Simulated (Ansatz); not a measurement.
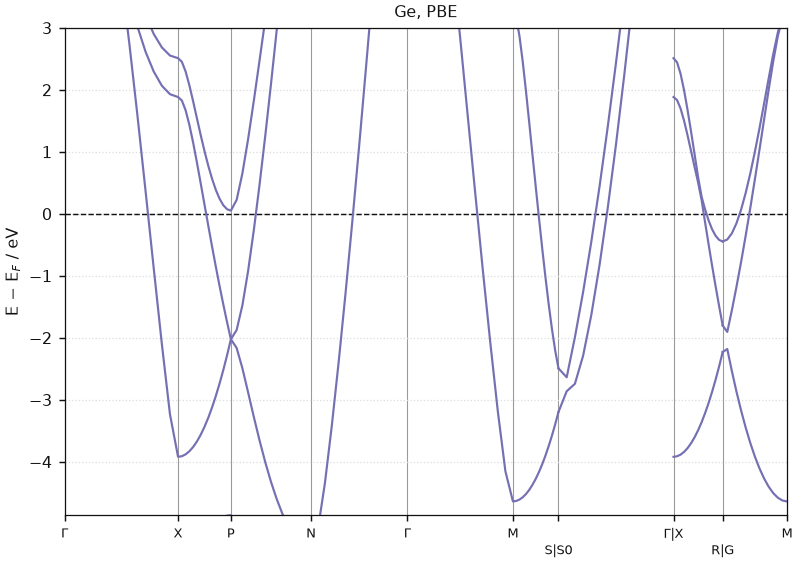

Band structure. Energies are counted from the Fermi level.

What lattice type does the k path imply?

Answer. A body-centred tetragonal lattice: the path Γ–X–P–N–Γ–M–S|S0–Γ|X–R|G–M runs through the special points of its Brillouin zone.

The material is Ge, space group I4/mmm, 1 atom in the cell.

Ansatz; DFT PBE, scalar-relativistic, plane waves, PAW, no spin polarisation, 26×26×26 k mesh, 420 eV cutoff, Gaussian smearing of 0.1 eV.

Does this material conduct, going by its bands?

Answer. A metal: 3 bands cross the Fermi level along this path.

On which lines of the path do bands cross the Fermi level?

Answer. Bands cross the Fermi level on every line of the path.

The structure is an invented one, so it need not be a known or stable phase.
